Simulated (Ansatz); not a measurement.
# Run report: Ni2Ge, geometry relaxation (part 1 of 2)

Ni2Ge (P6₃/mmc, 6 atoms in the cell), computed with DFT PBEsol, scalar-relativistic, plane waves, PAW, no spin polarisation (Ansatz 0.2.0).

The structure derives from a Materials Project entry. Figures and captions count atoms from 1; the log counts them from 0 in places.

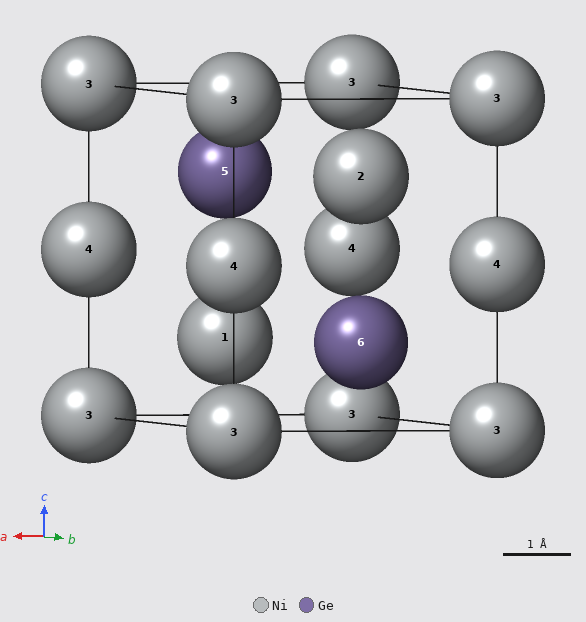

The input geometry (spheres-only view of the cell of the calculation, seen at an oblique angle; atoms are numbered from 1 in the order of the input). An atom can appear more than once, as a periodic image.

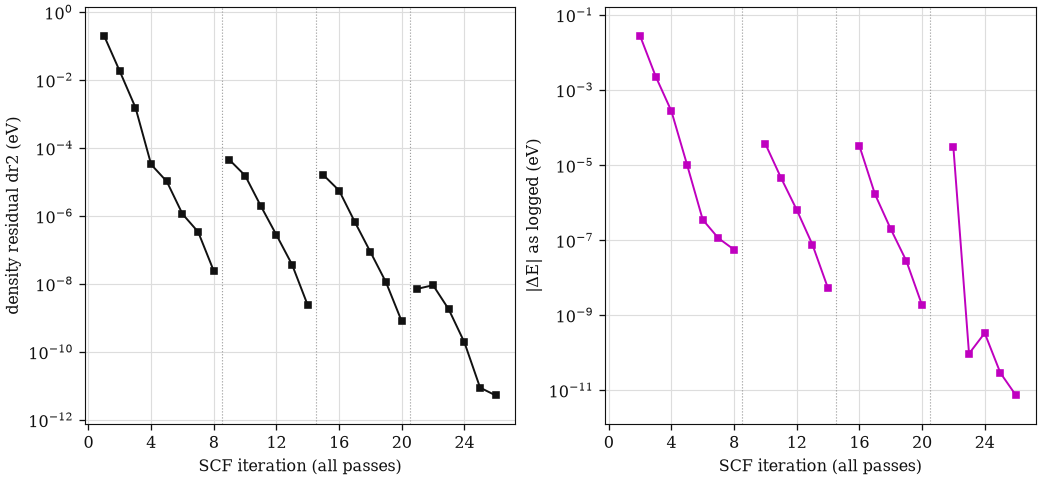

Convergence of the self-consistent field: density residual dr2 and size of the energy change against the SCF iteration. The dotted lines part the SCF passes of the relaxation: geometry steps, rejected trials and re-solves on a re-selected basis. The passes take 8, 6, 6 and 6 iterations.

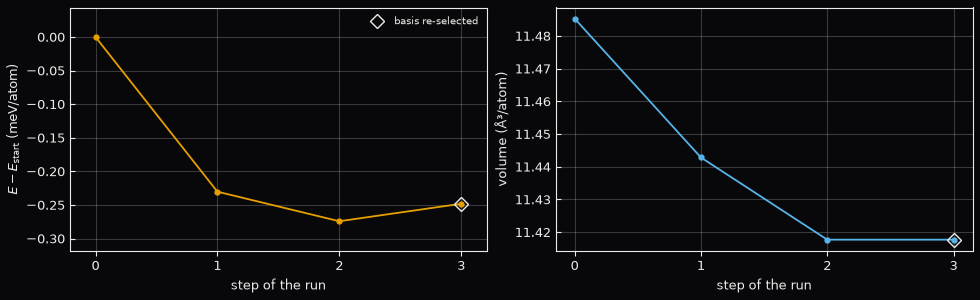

Progress of the relaxation, step by step (the first geometry is step 0 here and step 1 in the log). No atom moves by more than 0.005 Å relative to the cell. The volume changes by −0.6 %, with a = b 3.980 → 3.972 Å (−0.2 %), c 5.024 → 5.014 Å (−0.2 %). Among the contacts that change: Ni1–Ni3 2.619 → 2.613 Å, Ni3–Ge5 2.619 → 2.613 Å, Ni1–Ge5 2.512 → 2.507 Å, Ni3–Ni4 2.512 → 2.507 Å. The space group stays P6_3/mmc (No. 194). The energy falls by 0.3 meV per atom in 2 geometry steps. All forces vanish by symmetry, so only the cell relaxes. Pressure: −1.18 GPa at the start and 0.01 GPa at the end. A last SCF at the same geometry on a re-selected plane-wave basis shifts the energy by +0.0 meV per atom. (Atoms are counted from 1 in the order of the input.)

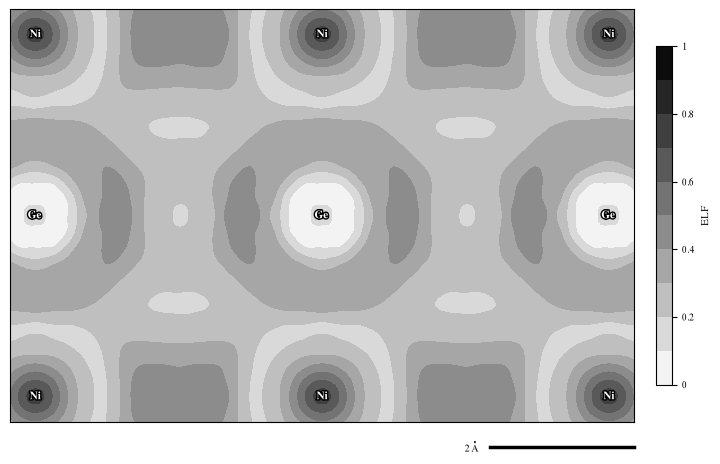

Electron localisation function on the (010) plane of the conventional cell. The section cuts through Ni and Ge sites. The strong features right at Ni lie inside the PAW spheres (semicore, d or f shells) and say nothing about bonding. The fields are those of the smooth PAW valence density.

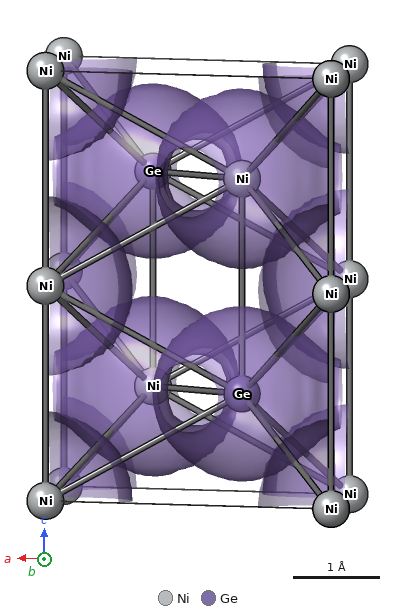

Isosurface of the valence charge density (pseudo) at 0.4 e/Å³ (purple), seen at an oblique angle. Sticks mark near contacts. The outline is the cell set on symmetry axes. At this value the density is joined into sheets; it holds about 90 % of the electrons treated as valence (semicore included). It is pinched off along the Ni–Ni (2.51 Å), Ni–Ge (2.51 Å) and Ni–Ni (2.61 Å) contacts. On the grid the lowest density along these lines, outside the cores, is 0.51 e/Å³ (Ni–Ge, 2.29 Å), 0.31 e/Å³ (Ni–Ni, 2.51 Å), 0.33 e/Å³ (Ni–Ge, 2.51 Å) and 0.28 e/Å³ (Ni–Ni, 2.61 Å).

These pictures come from the run below.

### Input
```yaml
crystal:
  lattice:
    - [3.9798102787, 0.0, 0.0]
    - [-1.9899051393, 3.4466168036, 0.0]
    - [0.0, 0.0, 5.02387811]
  atoms:
    - { symbol: Ni, position: [0.66666667, 0.33333333, 0.25] }
    - { symbol: Ni, position: [0.33333333, 0.66666667, 0.75] }
    - { symbol: Ni, position: [0.0, 0.0, 0.0] }
    - { symbol: Ni, position: [0.0, 0.0, 0.5] }
    - { symbol: Ge, position: [0.66666667, 0.33333333, 0.75] }
    - { symbol: Ge, position: [0.33333333, 0.66666667, 0.25] }
basis:
  ecutwfc: 420
kpoints:
  mp_grid: { grid: [12, 12, 8] }
hamiltonian:
  xc: pbesol
scf:
  occupations: { method: gaussian, width: 0.1 }
output:
  forces: true
  stress: true
  eigenvalues: true
  write_density: true
  write_potential: true
  elf: true
  volumetric_format: npy
relax:
  adjacent_minimum: "off"
  f_tol: 0.005
  max_steps: 80
  cell: { stress_tol: 0.05 }
```

Run as:
```bash
ansatz run input.yaml --threads 1 --pin off --max-ram 2560MiB --backend cpu --events-out ev --progress --plain --runs-dir out
```

### The program's output
```
Engine: ansatz 0.2.0, x86_64-unknown-linux-gnu
Pseudopotentials: kind: paw
Pseudopotential: Ni, paw, valence charge 18, recommended cutoff 420 eV (normal), Ni.paw.azcp
Pseudopotential: Ge, paw, valence charge 14, recommended cutoff 420 eV (normal), Ge.paw.azcp
Functional definition: PBEsol
  exchange = pbesol_x
  correlation = pbesol_c
Crystal: 6 atoms, lattice volume = 68.912 Å³
Basis set: ecut = 420 eV, 1397 PW (Γ), exchange–correlation on 54×54×72 points (8 copies of the dense FFT grid, shifted against one another)
Bands: 60, of which v1, the nominal top of the filled ones, is band 50 counted from 1 (49 counted from 0)
Symmetry: 24 space group operations
Space group: P63/mmc (ITA 194), of the structure as read, at distance tolerance 4.1e-5 Å
k-points: 95 of 1152
Non-local potential: Ni, projectors of the file, l = 0: 3, l = 1: 2, l = 2: 3, l = 3: 1
Non-local potential: Ge, projectors of the file, l = 0: 2, l = 1: 2, l = 2: 3, l = 3: 1
PAW form: soft (Blöchl's): semilocal exchange-correlation on the pseudo side does not see the compensation charge
PAW frozen core: Ni, regenerated for the run's functional, and the local potential with it (the file was generated under x = pbe(κ = 0.804, μ = 0.2195149727645171), c = pbe(β = 0.06672455060314922))
PAW frozen core: Ge, regenerated for the run's functional, and the local potential with it (the file was generated under x = pbe(κ = 0.804, μ = 0.2195149727645171), c = pbe(β = 0.06672455060314922))
PAW one-centre angular grid: Ni, 590 points (default); XC on 64 Gauss nodes
PAW one-centre angular grid: Ge, 590 points (default); XC on 64 Gauss nodes
Initial density: superposition of atomic densities (neutral atoms: chi_scale 0, normalization atom), corrected by the library's trained network
Initial wavefunctions: pseudopotential atomic-orbital guess
Functional: x = pbesol(κ = 0.804, μ = 0.12345679012345678), c = pbesol(β = 0.046)
SCF iter   1: F=—  HF=-31728.925589 eV  |F-HF|=—  |Δ(HF+E_count)|=         —  Δρ=2.26e-2  dr2=2.02e-1  ethr=1.77e-3  ⟨swp⟩=5.6  Hψ=17846  notcnv=0  defer=118
preconditioner: auto → Kerker (q_TF=auto, 2.903 Å⁻¹)  [metal: Δε(μ)=0.021 eV  Ē_g=14.426 eV  σ=0.100 eV  W_gap=0.12  n_scr=22 (ndim 8)  ℏωp=36.9 eV  f_vac=0.000  D(μ)=4.03/eV (n_scr^D=40)]
SCF iter   2: F=—  HF=-31728.897829 eV  |F-HF|=—  |Δ(HF+E_count)|=   2.78e-2  Δρ=6.32e-3  dr2=1.83e-2  ethr=2.02e-4  ⟨swp⟩=2.9  Hψ=11519  notcnv=0  defer=322
SCF iter   3: F=—  HF=-31728.895543 eV  |F-HF|=—  |Δ(HF+E_count)|=   2.29e-3  Δρ=1.69e-3  dr2=1.57e-3  ethr=1.83e-5  ⟨swp⟩=1.2  Hψ=5467  notcnv=0  defer=322
SCF iter   4: F=—  HF=-31728.895268 eV  |F-HF|=—  |Δ(HF+E_count)|=   2.74e-4  Δρ=2.76e-4  dr2=3.32e-5  ethr=1.57e-6  ⟨swp⟩=2.3  Hψ=8100  notcnv=0  defer=322
SCF iter   5: F=—  HF=-31728.895258 eV  |F-HF|=—  |Δ(HF+E_count)|=   1.02e-5  Δρ=1.82e-4  dr2=1.05e-5  ethr=3.32e-8  ⟨swp⟩=2.0  Hψ=9017  notcnv=0  defer=322
SCF iter   6: F=—  HF=-31728.895259 eV  |F-HF|=—  |Δ(HF+E_count)|=   3.51e-7  Δρ=4.52e-5  dr2=1.16e-6  ethr=1.05e-8  ⟨swp⟩=2.1  Hψ=8679  notcnv=0  defer=322
SCF iter   7: F=—  HF=-31728.895258 eV  |F-HF|=—  |Δ(HF+E_count)|=   1.13e-7  Δρ=2.42e-5  dr2=3.45e-7  ethr=1.16e-9  ⟨swp⟩=2.0  Hψ=8613  notcnv=0  defer=322
SCF iter   8: F=-31728.895258 eV  HF=-31728.895258 eV  |F-HF|=2.08e-8  |Δ(HF+E_count)|=   5.60e-8  Δρ=6.15e-6  dr2=2.43e-8  ethr=1.00e-10  ⟨swp⟩=11.4  Hψ=41039  notcnv=0
SCF 1 converged in 8 iterations: F = -31728.895258 eV  dr2 = 2.43e-8
  greatest PAW one-centre occupation: 1.001 electrons in one spin orbital (limit 2), on the Ni atom at site 1 (counted from 0), in its partial waves of l = 1
relax step   1: F+E_penalty+E_count = -31728.89525840 eV  Δ(F+E_penalty+E_count) = +0.000e0 eV  max|allowed force component| = 5.243e-17 eV/Å  Δτ_max = 0.0000 Å  P = -1.177 GPa  Ω = 68.912 Å³  (8 SCF iters, dr2 threshold 1.00e-7 eV, accepted)
Crystal: 6 atoms, lattice volume = 68.657 Å³
Basis set: ecut = 420 eV, 1385 PW (Γ), exchange–correlation on 54×54×72 points (8 copies of the dense FFT grid, shifted against one another)
Initial density: handed on by an earlier stage of this run
Initial wavefunctions: those handed on with the density
iter 1 solved again at ethr=3.95e-8 eV; its pass at ethr=3.10e-3 eV (dr2=3.95e-5 eV) is discarded
SCF iter   1: F=—  HF=-31728.896681 eV  |F-HF|=—  |Δ(HF+E_count)|=         —  Δρ=2.77e-4  dr2=4.53e-5  ethr=3.95e-8  ⟨swp⟩=3.1  Hψ=24893  notcnv=0
preconditioner: auto → Kerker (q_TF=auto, 2.905 Å⁻¹)  [metal: Δε(μ)=0.020 eV  Ē_g=14.493 eV  σ=0.100 eV  W_gap=0.11  n_scr=22 (ndim 8)  ℏωp=37.0 eV  f_vac=0.000  D(μ)=3.90/eV (n_scr^D=40)]
SCF iter   2: F=—  HF=-31728.896645 eV  |F-HF|=—  |Δ(HF+E_count)|=   3.67e-5  Δρ=1.37e-4  dr2=1.57e-5  ethr=3.95e-8  ⟨swp⟩=1.0  Hψ=5700  notcnv=0
SCF iter   3: F=—  HF=-31728.896640 eV  |F-HF|=—  |Δ(HF+E_count)|=   4.56e-6  Δρ=4.09e-5  dr2=2.00e-6  ethr=1.57e-8  ⟨swp⟩=2.0  Hψ=6307  notcnv=0
iter 4 did not close the SCF: its close was put off for the readings that it lacked (scf_convergence_deferred on its scf_iter line)
SCF iter   4: F=-31728.896639 eV  HF=-31728.896639 eV  |F-HF|=3.53e-7  |Δ(HF+E_count)|=   6.45e-7  Δρ=2.12e-5  dr2=2.79e-7  ethr=2.00e-9  ⟨swp⟩=2.0  Hψ=8798  notcnv=0
iter 5 did not close the SCF: its close was put off for the readings that it lacked (scf_convergence_deferred on its scf_iter line)
SCF iter   5: F=-31728.896639 eV  HF=-31728.896639 eV  |F-HF|=4.79e-8  |Δ(HF+E_count)|=   7.66e-8  Δρ=7.49e-6  dr2=3.73e-8  ethr=2.79e-10  ⟨swp⟩=2.0  Hψ=6715  notcnv=0
SCF iter   6: F=-31728.896639 eV  HF=-31728.896639 eV  |F-HF|=1.15e-9  |Δ(HF+E_count)|=   5.19e-9  Δρ=2.14e-6  dr2=2.38e-9  ethr=3.73e-11  ⟨swp⟩=6.0  Hψ=34372  notcnv=0
SCF 2 converged in 6 iterations: F = -31728.896639 eV  dr2 = 2.38e-9
relax step   2: F+E_penalty+E_count = -31728.89663926 eV  Δ(F+E_penalty+E_count) = -1.381e-3 eV  max|allowed force component| = 9.406e-17 eV/Å  Δτ_max = 0.0000 Å  P = -0.441 GPa  Ω = 68.657 Å³  energy of the carried Pulay correction = +9.525e-5 eV  (6 SCF iters, dr2 threshold 6.00e-7 eV, accepted)
Crystal: 6 atoms, lattice volume = 68.506 Å³
iter 1 solved again at ethr=1.69e-8 eV; its pass at ethr=3.10e-3 eV (dr2=1.69e-5 eV) is discarded
SCF iter   1: F=—  HF=-31728.896937 eV  |F-HF|=—  |Δ(HF+E_count)|=         —  Δρ=1.66e-4  dr2=1.62e-5  ethr=1.69e-8  ⟨swp⟩=2.6  Hψ=22377  notcnv=0
preconditioner: auto → Kerker (q_TF=auto, 2.906 Å⁻¹)  [metal: Δε(μ)=0.020 eV  Ē_g=14.510 eV  σ=0.100 eV  W_gap=0.11  n_scr=22 (ndim 8)  ℏωp=37.0 eV  f_vac=0.000  D(μ)=3.89/eV (n_scr^D=40)]
SCF iter   2: F=—  HF=-31728.896905 eV  |F-HF|=—  |Δ(HF+E_count)|=   3.27e-5  Δρ=8.39e-5  dr2=5.69e-6  ethr=1.62e-8  ⟨swp⟩=1.0  Hψ=5700  notcnv=0
SCF iter   3: F=—  HF=-31728.896903 eV  |F-HF|=—  |Δ(HF+E_count)|=   1.66e-6  Δρ=2.37e-5  dr2=6.82e-7  ethr=5.69e-9  ⟨swp⟩=2.0  Hψ=6418  notcnv=0
iter 4 did not close the SCF: its close was put off for the readings that it lacked (scf_convergence_deferred on its scf_iter line)
SCF iter   4: F=-31728.896903 eV  HF=-31728.896903 eV  |F-HF|=1.20e-7  |Δ(HF+E_count)|=   1.99e-7  Δρ=1.21e-5  dr2=8.84e-8  ethr=6.82e-10  ⟨swp⟩=2.0  Hψ=8804  notcnv=0
iter 5 did not close the SCF: its close was put off for the readings that it lacked (scf_convergence_deferred on its scf_iter line)
SCF iter   5: F=-31728.896903 eV  HF=-31728.896903 eV  |F-HF|=1.46e-8  |Δ(HF+E_count)|=   2.79e-8  Δρ=3.94e-6  dr2=1.12e-8  ethr=8.84e-11  ⟨swp⟩=2.0  Hψ=6668  notcnv=0
SCF iter   6: F=-31728.896903 eV  HF=-31728.896903 eV  |F-HF|=3.13e-10  |Δ(HF+E_count)|=   1.86e-9  Δρ=1.29e-6  dr2=7.99e-10  ethr=1.12e-11  ⟨swp⟩=5.3  Hψ=32580  notcnv=0
SCF 3 converged in 6 iterations: F = -31728.896903 eV  dr2 = 7.99e-10
```
